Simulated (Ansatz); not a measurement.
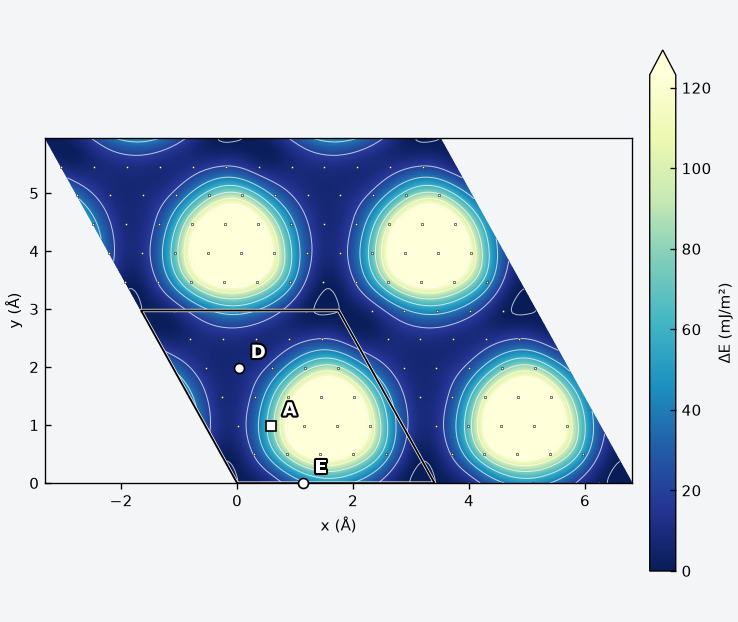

Sn (Immm, No. 71; 4 atoms in the cell). 
- The crystal above one (0 1 1) plane is slid rigidly over the crystal below it (one fault a cell, nothing relaxed).
- Places are given modulo a cell vector. The map is drawn in real space over the plane of the slide.
- The scan uses a 6 × 6 grid; 21 points were computed and 15 follow by symmetry.
- Energies: mJ/m², counted from the lowest grid point.
- The reference cell is the one listed in the database, not relaxed at this level.
- All numbers below come from DFT LDA, scalar-relativistic, plane waves, PAW (Ansatz). Settings: cutoff 420 eV, k-mesh 16×16×4 in the order of the run's cell vectors, gaussian smearing 0.15 eV, no spin polarisation.

The picture shows a smooth colour map with a few white contour lines, dots at the grid points, the outline of one cell of the 2 × 2 shown, one colour for all values above the top of the scale, lettered points. Between grid points the surface is interpolated.

Is E the lowest point of the computed grid?

No. E lies 37 mJ/m² above the lowest grid point, which is at (0/6, 0/6) of the cell vectors.

What kind of point is each of A, D: minimum, saddle, maximum or slope?

A: on a slope; D: saddle point. (In these two coordinates alone; a stationary point may lie a little off the grid point.)

Rank the lettered points by energy, lowest first.

D (8 mJ/m²), E (37 mJ/m²), A (71 mJ/m²).
